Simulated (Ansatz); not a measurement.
**Run report: Ta$_{24}$N$_{23}$, single-point calculation (part 1 of 2)**

- system: Ta$_{24}$N$_{23}$ (defect cell, 47 atoms in the cell)
- method: DFT PBE, scalar-relativistic, plane waves, PAW, spin-polarised (Ansatz 0.2.0)

The structure derives from an entry of the Crystallography Open Database. Figures and captions count atoms from 1; the log counts them from 0 in places.

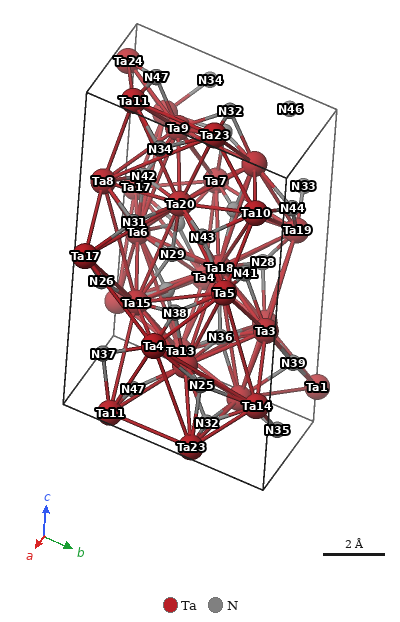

**Figure 1.** The structure (ball-and-stick view of the cell of the calculation, seen slightly off an axis; atoms are numbered from 1 in the order of the input). An atom can appear more than once, as a periodic image.

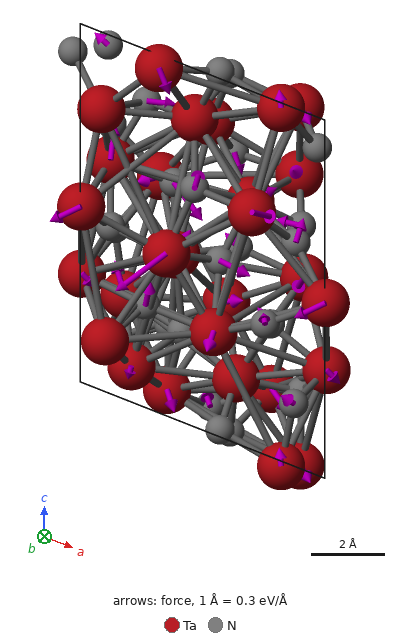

**Figure 2.** Forces on the atoms as pink arrows (ball-and-stick view of the cell of the calculation, along the b axis). The largest act on Ta6 (0.52 eV/Å); N30 (0.40 eV/Å); Ta8 (0.36 eV/Å); N42 (0.33 eV/Å), among others. Atoms are counted from 1 in the order of the input and aren't labelled in the picture. The geometry is not a stationary point of this energy.

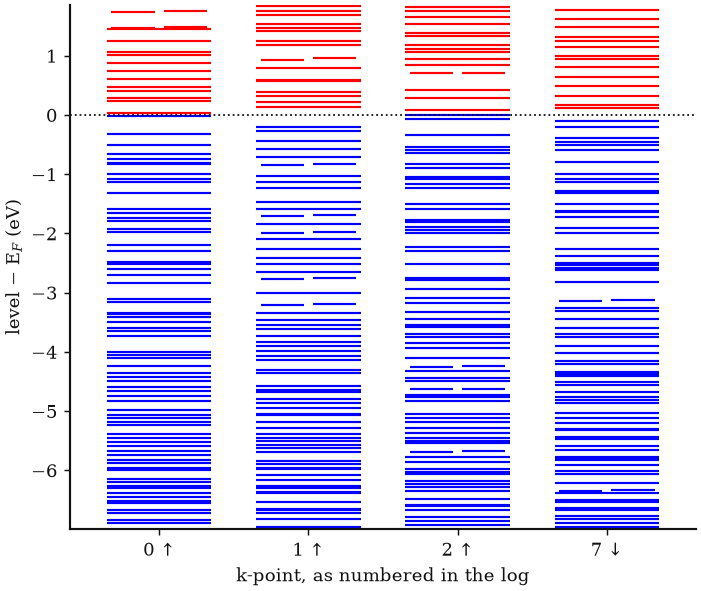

**Figure 3.** Kohn–Sham levels near the Fermi level (dotted) at the few k-points that the log prints; levels within 0.02 eV of each other stand side by side. The system is metallic on the full mesh.

The input and output of the run follow.

## Input
```yaml
crystal:
  lattice:
    - [-4.575, 2.641377, 4.94]
    - [4.575, -2.641377, 4.94]
    - [4.575, 7.924132, -4.94]
  atoms:
    - { symbol: Ta, position: [0.1007233386, 0.0280158626, 0.1407110478] }
    - { symbol: Ta, position: [0.6365783913, 0.4969636707, 0.1814131948] }
    - { symbol: Ta, position: [0.5966125382, 0.8672689314, 0.3853126724] }
    - { symbol: Ta, position: [0.0065495009, 0.4194702609, 0.3039478306] }
    - { symbol: Ta, position: [0.9150942644, 0.7205646731, 0.5374417451] }
    - { symbol: Ta, position: [0.352001136, 0.1565761492, 0.4536124345] }
    - { symbol: Ta, position: [0.1236624111, 0.4682954931, 0.6532180248] }
    - { symbol: Ta, position: [0.7016227459, 0.0484650105, 0.6625602416] }
    - { symbol: Ta, position: [0.4674767604, 0.3394063482, 0.8622980947] }
    - { symbol: Ta, position: [-0.104211326, 0.8394300833, 0.8212324288] }
    - { symbol: Ta, position: [0.8208950995, 0.1902201889, -0.0141044579] }
    - { symbol: Ta, position: [0.3546495927, 0.7101586774, 0.0731326986] }
    - { symbol: Ta, position: [0.2086053255, 0.3722452154, 0.0999760748] }
    - { symbol: Ta, position: [0.7820185015, 0.8896952862, 0.1911264015] }
    - { symbol: Ta, position: [0.5445083947, 0.2169328148, 0.2857843128] }
    - { symbol: Ta, position: [0.1803286776, 0.7680241783, 0.292219938] }
    - { symbol: Ta, position: [1.0032054588, 0.052537225, 0.4902753399] }
    - { symbol: Ta, position: [0.3919099672, 0.5703161124, 0.4614351536] }
    - { symbol: Ta, position: [0.329812043, 0.9212273227, 0.6634372778] }
    - { symbol: Ta, position: [0.6948841205, 0.4246550021, 0.6933832908] }
    - { symbol: Ta, position: [0.5344333431, 0.7373763675, 0.8710287662] }
    - { symbol: Ta, position: [0.0856578693, 0.1871127294, 0.7845427452] }
    - { symbol: Ta, position: [0.8996932801, 0.6129909192, 0.008877425] }
    - { symbol: Ta, position: [0.3210082898, 0.0406878611, -0.0376426595] }
    - { symbol: "N", position: [0.9037249768, 0.6386214156, 0.2164358178] }
    - { symbol: "N", position: [0.7552474841, 0.0867290494, 0.3651229129] }
    - { symbol: "N", position: [0.2666979485, 0.2996531701, 0.2865488252] }
    - { symbol: "N", position: [0.1403936135, 0.7267215597, 0.466020573] }
    - { symbol: "N", position: [0.5703347473, 0.378465689, 0.4921693234] }
    - { symbol: "N", position: [0.3823856611, 0.62340229, 0.6596122171] }
    - { symbol: "N", position: [0.881400232, 0.2487239559, 0.6267363164] }
    - { symbol: "N", position: [0.6117939008, 0.6167675026, 1.0252078639] }
    - { symbol: "N", position: [0.1290638671, -0.1055720892, 0.7538228778] }
    - { symbol: "N", position: [-0.0308823863, 0.3673762547, -0.0854922264] }
    - { symbol: "N", position: [0.5312083491, 0.9440115342, 0.0750515098] }
    - { symbol: "N", position: [0.415318455, 0.6089840004, 0.2543542679] }
    - { symbol: "N", position: [0.8723153213, 0.1458149703, 0.1746695656] }
    - { symbol: "N", position: [0.7767021174, 0.4577949891, 0.3709672461] }
    - { symbol: "N", position: [0.3631663134, 0.9588637078, 0.2569315403] }
    - { symbol: "N", position: [0.1233597109, 0.2942962418, 0.4670167496] }
    - { symbol: "N", position: [0.6454536812, 0.7565507005, 0.5501779467] }
    - { symbol: "N", position: [0.4671351376, 0.188769655, 0.666607815] }
    - { symbol: "N", position: [0.903745725, 0.5922770087, 0.6791675595] }
    - { symbol: "N", position: [0.62969623, 0.9565960595, 0.8106082901] }
    - { symbol: "N", position: [0.2710931129, 0.5229127384, 0.8568748743] }
    - { symbol: "N", position: [0.1138153365, 0.7961248763, -0.028830634] }
    - { symbol: "N", position: [0.5707522292, 0.2368390866, 0.0198446015] }
magnetization:
  spin_polarized: true
basis:
  ecutwfc: 420
  fft_grid_basis: typed
kpoints:
  mp_grid: { grid: [2, 2, 2] }
hamiltonian:
  xc: pbe
  pseudopotentials: { kind: paw }
scf:
  occupations: { method: gaussian, width: 0.05 }
  n_extra_bands: 17
output:
  forces: true
  stress: false
  eigenvalues: true
  bader: false
  write_density: false
  volumetric_format: npy
  populations: true
  band_densities:
    - { e_range: [-0.25, 0.25] }
    - { e_range: [-1.2, 0.0] }
    - { e_range: [0.0, 1.2] }
  dos:
    e_range: [-30, 8]
    de: 0.02
    method: { smearing: { sigma: 0.03, scheme: gaussian } }
    projected: { site_lists: { "N": ["N"], Ta: [Ta] } }
checkpoint:
  read: start.run
  write: ck
  compress: false
  write_wavefunctions: false
  write_every: 100000
```

Launched with:
```bash
ansatz run input.yaml --threads 8 --pin off --max-ram 16384MiB --backend cpu --events-out ev --progress --plain --runs-dir out
```

## Output
```
Warning: checkpoint.read: spin seed differs: saved 7d833319b389…, current 41879481ceb7…; the loaded state replaces the seed-built initial guess (but the starting_ns of a DFT+U solve that opens without the state's occupation matrices), so the run may converge into the producing seed's basin, or, where the symmetry group that follows from this deck's starting moments and starting_ns does not hold the saved magnetisation, lose that magnetisation at its first build. Where atoms have moved since the state was saved, this difference can also decide whether moments are moved with them. A self-consistent run of this deck without the state starts from its starting moments and, under a DFT+U term, its starting_ns
scf.n_extra_bands = 17 over 214 filled bands (N_el = 427.0): the run solves 231 bands
Engine: ansatz 0.2.0, aarch64-unknown-linux-gnu
Pseudopotentials: kind: paw
Pseudopotential: Ta, paw, valence charge 13, recommended cutoff 420 eV (normal), Ta.paw.azcp
Pseudopotential: N, paw, valence charge 5, recommended cutoff 420 eV (normal), N.paw.azcp
Functional definition: PBE
  parameter kappa = 0.804
  parameter beta = 0.06672455060314922
  exchange = pbe_x(kappa = kappa, mu = beta*pi^2/3)
  correlation = pbe_c(beta = beta)
Crystal: 47 atoms, lattice volume = 477.572 Å³
Basis set: ecut = 420 eV, 9363 PW (Γ), exchange–correlation on 100×100×144 points (8 copies of the dense FFT grid, shifted against one another)
Bands: 231, of which v1, the nominal top of the filled ones, is band 214 counted from 1 (213 counted from 0)
Symmetry: 1 space group operations
Space group: P1 (ITA 1), of the structure as read, at distance tolerance 7.8e-5 Å
k-points: 8
Non-local potential: Ta, projectors of the file, l = 0: 3, l = 1: 2, l = 2: 2, l = 3: 1
Non-local potential: N, projectors of the file, l = 0: 2, l = 1: 2, l = 2: 1
PAW form: soft (Blöchl's): semilocal exchange-correlation on the pseudo side does not see the compensation charge
PAW one-centre angular grid: Ta, 590 points (default); XC on 64 Gauss nodes
PAW one-centre angular grid: N, 110 points (default); XC on 64 Gauss nodes
Initial density: read from a saved state, or passed on in memory by an earlier SCF of this step, an earlier step, the calling program or the single point that the run made first
Stability of the state it starts from, as read at its close in the collinear treatment: not read negative (Ritz values of 1 − χ₀K, real part plus size of imaginary part, from 1.3 to 1.3, by its mixing steps under no symmetry); its run was given moments
Initial wavefunctions: pseudopotential atomic-orbital guess
Functional: x = pbe(κ = 0.804, μ = 0.2195149727645171), c = pbe(β = 0.06672455060314922)
iter 1 solved again at ethr=1.79e-7 eV; its pass at ethr=3.10e-3 eV (dr2=7.64e-4 eV) is discarded
SCF iter   1: F=—  HF=-247218.763441 eV  |F-HF|=—  |Δ(HF+E_count)|=         —  Δρ=1.29e-6 (↑1.29e-6 ↓1.29e-6)  dr2=4.39e-8  dr2_m=2.92e-13  M=0.000 μB ∫|m|=0.000 μB  β_m=0.30  ethr=1.79e-7  ⟨swp⟩=4.0  Hψ=25196  notcnv=0
eigensolver tolerance schedule: the retry pair's looser diagonalisation over-reported the residual by 17374.70 of it (diagonalisation noise at an unbounded share of the residual, at the tolerance the schedule requests for it); recorded, not acted on — ethr = c·dr2/N_el stays at c = 1.0e-1
preconditioner: auto → Kerker (q_TF=auto, 2.678 Å⁻¹)  [metal: Δε(μ)=0.023 eV  Ē_g=8.114 eV  σ=0.050 eV  W_gap=0.25  n_scr=154 (ndim 8)  ℏωp=26.0 eV  f_vac=0.000  D(μ)=17.05/eV (n_scr^D=116)]
spin=Collinear: Kerker preconditioning applied to the charge; magnetization (m = ρ↑ − ρ↓) channel mixes plain (no charge-response kernel on spin).
SCF iter   2: F=—  HF=-247218.763554 eV  |F-HF|=—  |Δ(HF+E_count)|=   1.13e-4  Δρ=6.70e-7 (↑6.65e-7 ↓6.70e-7)  dr2=1.65e-8  dr2_m=1.34e-13  M=0.000 μB ∫|m|=0.000 μB  β_m=0.30  ethr=1.03e-11  ⟨swp⟩=10.9  Hψ=16144  notcnv=0
SCF iter   3: F=-247218.763554 eV  HF=-247218.763554 eV  |F-HF|=5.62e-9  |Δ(HF+E_count)|=   1.57e-9  Δρ=3.93e-7 (↑3.89e-7 ↓3.93e-7)  dr2=6.92e-9  dr2_m=9.32e-14  M=0.000 μB ∫|m|=0.000 μB  ethr=3.85e-12  ⟨swp⟩=1.0  Hψ=7472  notcnv=0
SCF 1 converged in 3 iterations: F = -247218.763554 eV  dr2 = 6.92e-9
  greatest PAW one-centre occupation: 1.000 electrons in one spin orbital (limit 2), on the Ta atom at site 8 (counted from 0), in its partial waves of l = 0
NSCF: frozen V_eff on 8 k-points
SCF converged after 3 iterations
Magnetization: 0.0000 μB (213.5000 up, 213.5000 down)
Absolute magnetization: 0.0000 μB (∫|ρ↑−ρ↓|, with the PAW one-centre terms)
Spin contamination: 0.0000 ħ² per cell (⟨S²⟩ above its minimum at these occupations)
Per-site moments (μB) at R_I (Å): [(3.716718302587232e-8, 0.8199885147620978), (3.2179957873422665e-9, 0.8144664657280127), (2.2489280399138538e-8, 0.817295198900311), (1.0093064512853202e-9, 0.8079132506831459), (3.261300094888261e-9, 0.8245044684077061), (6.427377575213333e-9, 0.8277194003722225), (1.7631402997312696e-8, 0.794847053118075), (4.745031322386789e-9, 0.8212916433409023), (-5.4387546371301585e-9, 0.8105208652544043), (7.42656519647546e-10, 0.797332841918202), (8.232723411046662e-9, 0.8177953025127257), (9.873212233135108e-9, 0.8166255873728356), (4.875172760785537e-8, 0.8311378291225996), (1.518664225193544e-8, 0.8129594565093293), (2.7075296205512015e-8, 0.8010426678365298), (-8.81996919766862e-9, 0.79844859546856), (8.265165081869183e-9, 0.7960990137581363), (1.3761835937252848e-8, 0.8033621503036796), (1.138006610578458e-8, 0.8245005655320955), (8.727435058928963e-9, 0.780890123814886), (2.071841856300981e-8, 0.8099466879155374), (1.3995459985505602e-8, 0.8229010486796232), (9.641588816362232e-9, 0.7911812349897318), (5.5226801222822064e-8, 0.7925397280308196), (1.5421787518516174e-8, 0.79844859546856), (-1.567666076057928e-8, 0.7960990137581363), (-3.456598230318958e-8, 0.8423258359185553), (7.805279650457803e-9, 0.8256121490307281), (-1.5109882311967105e-8, 0.780890123814886), (-6.939448671178841e-9, 0.8099466879155374), (8.801103744641557e-9, 0.8314934774297433), (1.4029659301030312e-8, 0.8286142705258486), (-9.922401451218431e-9, 0.8245005655320955), (-8.052339059251029e-9, 0.7911812349897318), (-1.319541698844739e-8, 0.7925397280308196), (-7.149831341498118e-9, 0.817295198900311), (-1.2319321579722864e-8, 0.8079132506831459), (-8.22309052019067e-9, 0.8264719347734804), (-1.37729999694753e-8, 0.8441261276384701), (4.9162734952485045e-9, 0.7986083177111288), (9.74503745853522e-9, 0.8033621503036796), (5.8586491343169116e-9, 0.813086058375934), (4.778797702758937e-9, 0.7955393053610856), (1.2452335955477847e-9, 0.8395385365105955), (1.0734407170750954e-8, 0.794847053118075), (-2.2357257470412263e-8, 0.8044370677780035), (3.974696263829563e-10, 0.8105208652544043)]
Free energy (F): -247218.763554 eV
Harris-Foulkes:  -247218.763554 eV  (|F-HF|=5.62e-9)
Internal energy: -247218.742240 eV  (E = F + TS)
E sigma→0 (E₀):  -247218.752897 eV
Entropy (-TS):   -0.021314 eV (-0.453 meV/atom)
Fermi energy:    21.755621 eV
--- Per-component energies (eV) ---
  E_band       = -632.248679
  E_kinetic    = 12131.015801
  E_local      = -14555.224206  (includes V_loc(G=0)·N_el)
  E_nonlocal   = 1473.704962
  E_hartree    = 5164.064887
  E_xc         = -6725.493751
  E_vxc        = -6788.096095  (∫ρ·V_xc dr)
  E_paw        = -204502.797431  (= ΣΔE_a)
  E_vpaw       = -3221.784983  (= ΣTr[D̂ρ^β])
  E_aug_tail   = 0.005668  (compensation charges beyond the density's cutoff)
  E_ewald      = -40204.018170
  E_smearing   = -0.021314  (= −TS)
  E_closure    = 0.000000  (closes the sum)
  Σ components = -247218.763554   (vs F -247218.763554, Δ=0.00e0)
--- Forces (eV/Å), atoms counted from 1 ---
  atom   1  Ta     0.02810058    -0.03921252     0.03777653
  atom   2  Ta     0.01452436     0.04766850    -0.00683265
  atom   3  Ta    -0.10868450     0.12951740     0.02856638
  atom   4  Ta    -0.08659493    -0.02574394     0.14553955
  atom   5  Ta     0.11615008    -0.21537949     0.15922622
  atom   6  Ta    -0.06347911    -0.47784319    -0.20795729
  atom   7  Ta     0.24007080     0.20208759    -0.01184317
  atom   8  Ta     0.07431889    -0.00975668     0.34905186
  atom   9  Ta     0.01761471    -0.06202585    -0.06978800
  atom  10  Ta    -0.07648536     0.05851273    -0.17492562
  atom  11  Ta     0.10729983     0.09666231    -0.05557667
  atom  12  Ta    -0.19860164    -0.06354359     0.04294668
  atom  13  Ta    -0.04080335    -0.10707237     0.03559367
  atom  14  Ta    -0.26196115    -0.00446384     0.07277156
  atom  15  Ta    -0.18897038    -0.09301559    -0.09769084
  atom  16  Ta     0.25324097     0.12343427    -0.09844815
  atom  17  Ta     0.06580900    -0.28186548    -0.08658571
  atom  18  Ta     0.14150246     0.19129395     0.07337785
  atom  19  Ta    -0.07697110    -0.10175685    -0.24589349
  atom  20  Ta     0.02004993     0.19670686     0.15523708
  atom  21  Ta     0.20348091    -0.05656419    -0.06666389
  atom  22  Ta    -0.01215363     0.04099391     0.04354398
  atom  23  Ta    -0.21307478     0.00054487     0.00644654
  atom  24  Ta    -0.15968042    -0.10740829     0.14731236
  atom  25  N      0.07152880     0.01134273     0.04894874
  atom  26  N      0.11307370     0.02696920     0.01543453
  atom  27  N      0.01742320     0.21698962    -0.13500759
  atom  28  N     -0.11229085    -0.01854155    -0.13880553
  atom  29  N     -0.25703868     0.11749386     0.12294014
  atom  30  N     -0.36087344    -0.03143872     0.18014314
  atom  31  N      0.14154134     0.16303240     0.01692652
  atom  32  N      0.05439325    -0.00944709    -0.02749263
  atom  33  N     -0.01169216    -0.01938488    -0.04460457
  atom  34  N     -0.06028290     0.01712030     0.05626936
  atom  35  N      0.19661661     0.01817978     0.01630949
  atom  36  N     -0.04977641     0.04193696    -0.03717767
  atom  37  N      0.02230205     0.01446937    -0.15863282
  atom  38  N      0.18024359    -0.00051970    -0.05825856
  atom  39  N      0.00561859     0.07466703     0.03023461
  atom  40  N     -0.06111131    -0.03277836    -0.07004658
  atom  41  N      0.10345317     0.02130043    -0.12698851
  atom  42  N      0.26261496     0.00887873     0.19306561
  atom  43  N      0.14566528    -0.12455412    -0.12893419
  atom  44  N     -0.15522772    -0.10658123     0.10105977
  atom  45  N     -0.12027039     0.14518867     0.16826967
  atom  46  N      0.10888516    -0.00080894    -0.10914594
  atom  47  N     -0.02952577     0.02474124    -0.08968645
  max |Σ_I F_I| component: 2.77e-5 eV/Å
--- Band table (eV; the first three rows and the last of 16) ---
```
